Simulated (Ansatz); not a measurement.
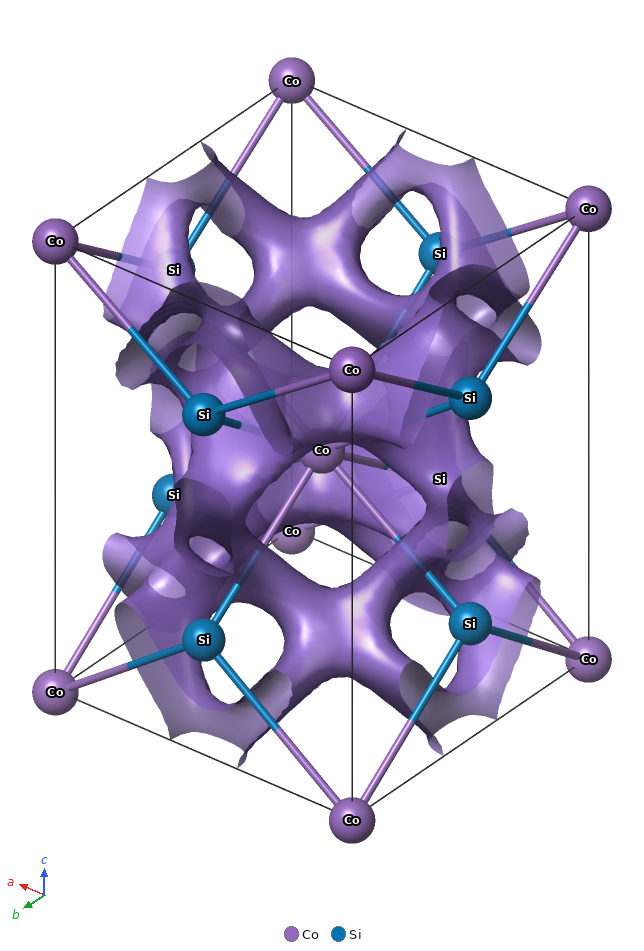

*CoSi$_{2}$. Isosurface of the ELF at 0.6 (purple), seen at an oblique angle. Core shells and regions of very low density are left out. Sticks mark near contacts.*

Space group I4mm; changed on purpose from its base cell (mode 4 frozen in at -0.022 Å, equal normal strain along x, y and z -0.0250); not relaxed (largest force 0.7 eV/Å); computed pressure about 18 GPa in this cell; computed without spin polarisation; PAW files of the earlier set (soft_1).

The calculation used Ansatz, DFT PBEsol, scalar-relativistic, plane waves, PAW.

```cif
data_structure
_symmetry_space_group_name_H-M 'P 1'
_symmetry_Int_Tables_number 1
_cell_length_a 3.6627
_cell_length_b 3.6627
_cell_length_c 5.1799
_cell_angle_alpha 90.000
_cell_angle_beta 90.000
_cell_angle_gamma 90.000
_cell_volume 69.49
loop_
_atom_site_label
_atom_site_type_symbol
_atom_site_fract_x
_atom_site_fract_y
_atom_site_fract_z
_atom_site_occupancy
Co1 Co 0.50000 0.50000 0.49598 1
Co2 Co 0.00000 0.00000 0.99598 1
Si1 Si 0.50000 0.00000 0.25422 1
Si2 Si 0.00000 0.50000 0.75422 1
Si3 Si 0.50000 0.00000 0.75422 1
Si4 Si 0.00000 0.50000 0.25422 1
```

**Where are the electrons localised?**

The surface consists of one network that runs through the whole crystal, counted in one cell of 6 atoms. Regions shared between cells count once.

Values along the shortest contacts:
Co–Si (2.22 Å): the ELF peaks at about 0.75 between the atoms. Co–Si (2.27 Å): the ELF peaks at about 0.75 between the atoms.

**Metal or insulator at this level of theory?**

It is gapless in this calculation (a metal or semimetal).
